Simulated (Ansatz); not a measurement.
**Al$_{3}$Ni: density, localisation and related maps**

The calculation's input:

```
crystal:
  lattice:
    - [6.55890518, 0.0, 0.0]
    - [0.0, 7.30433827, 0.0]
    - [0.0, 0.0, 4.77057136]
  atoms:
    - { symbol: Al, position: [0.01038413, 0.25, 0.91571248] }
    - { symbol: Al, position: [0.17132076, 0.44389873, 0.36380374] }
    - { symbol: Al, position: [0.17132076, 0.05610127, 0.36380374] }
    - { symbol: Al, position: [0.32867924, 0.55610127, 0.86380374] }
    - { symbol: Al, position: [0.67132076, 0.44389873, 0.13619626] }
    - { symbol: Al, position: [0.82867924, 0.94389873, 0.63619626] }
    - { symbol: Al, position: [0.67132076, 0.05610127, 0.13619626] }
    - { symbol: Al, position: [0.82867924, 0.55610127, 0.63619626] }
    - { symbol: Al, position: [0.32867924, 0.94389873, 0.86380374] }
    - { symbol: Al, position: [0.51038413, 0.25, 0.58428752] }
    - { symbol: Al, position: [0.98961587, 0.75, 0.08428752] }
    - { symbol: Al, position: [0.48961587, 0.75, 0.41571248] }
    - { symbol: Ni, position: [0.87107884, 0.25, 0.44428404] }
    - { symbol: Ni, position: [0.37107884, 0.25, 0.05571596] }
    - { symbol: Ni, position: [0.12892116, 0.75, 0.55571596] }
    - { symbol: Ni, position: [0.62892116, 0.75, 0.94428404] }
basis:
  ecutwfc: 420
kpoints:
  mp_grid: { grid: [6, 6, 8] }
hamiltonian:
  xc: pbesol
scf:
  occupations: { method: gaussian, width: 0.1 }
output:
  forces: true
  stress: true
  eigenvalues: true
  populations: true
  write_density: true
  write_potential: true
  elf: true
  volumetric_format: npy
```

Launched as:

```sh
ansatz run input.yaml --threads 4 --pin off --max-ram 10240MiB --backend cpu --events-out ev --progress --plain --runs-dir out
```

Below, planes, directions and counts refer to the conventional cell (a = 6.56 Å, b = 7.30 Å, c = 4.77 Å, α = 90.00°, β = 90.00°, γ = 90.00°).

Space group Pnma; a structure from a database of computed crystals, not necessarily the ambient phase; computed without spin polarisation.

All numbers below come from Ansatz 0.2.0, DFT PBEsol, scalar-relativistic, plane waves, PAW.

In a PAW calculation such maps are meaningful between the atoms, not at the nuclei.

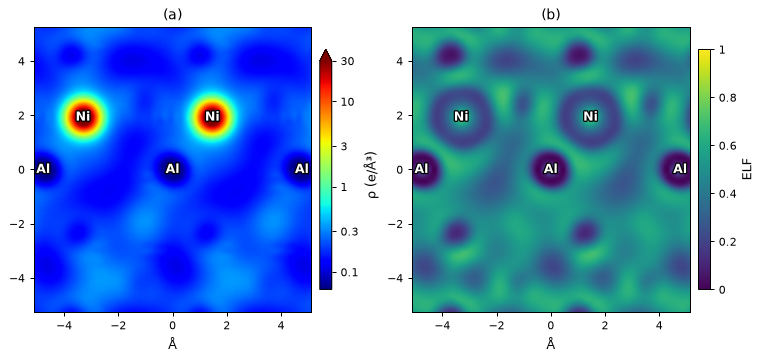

Figure 1. (a) valence pseudo-density; (b) electron localisation function on the (110) plane of the conventional cell.

Q: Interpret the plot.

A:
- Atoms in the plane: Al and Ni.
- Atoms just off the plane (Al, 0.5 Å away) can leave unmarked features too.
- Al–Ni (2.43 Å): ρ at the midpoint is about 0.36 e/Å³; the ELF peaks at about 0.65 between the atoms.
- Between the atoms the lowest density in this plane is 0.11 e/Å³.
- The features right at Ni lie inside the PAW spheres, where the map follows smoothed inner orbitals and isn't to be read closely.

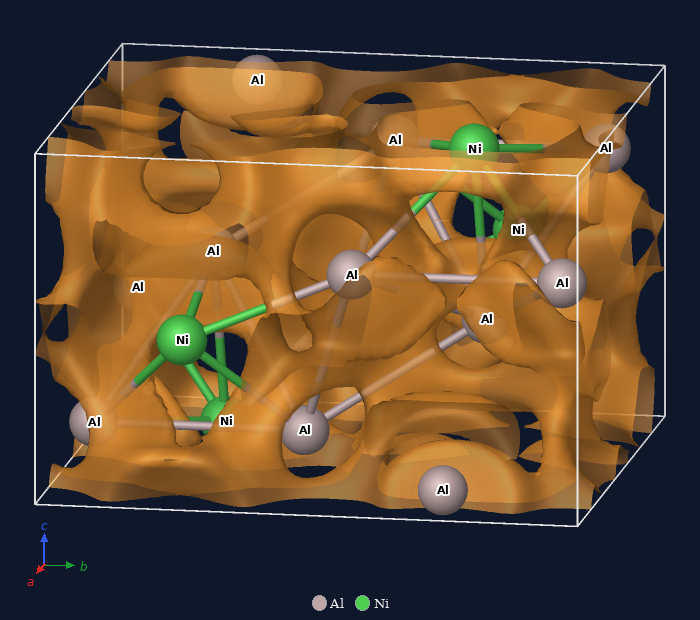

Figure 2. Isosurface of the electron localisation function at 0.55 (orange), seen slightly off an axis. Only the valence region is drawn (cores and ρ < 0.01 e/Å³ removed). Sticks mark near contacts.

Q: Describe the localisation domains.

A: The ELF exceeds this value in one network that runs through the whole crystal, counted in one cell of 16 atoms. Regions shared between cells count once. Profiles from the grid: Al–Al (2.72 Å): the ELF is about 0.60 at the midpoint.

Q: Metal or insulator at this level of theory?

A: It is metallic or semimetallic at this level of theory: no gap opens.
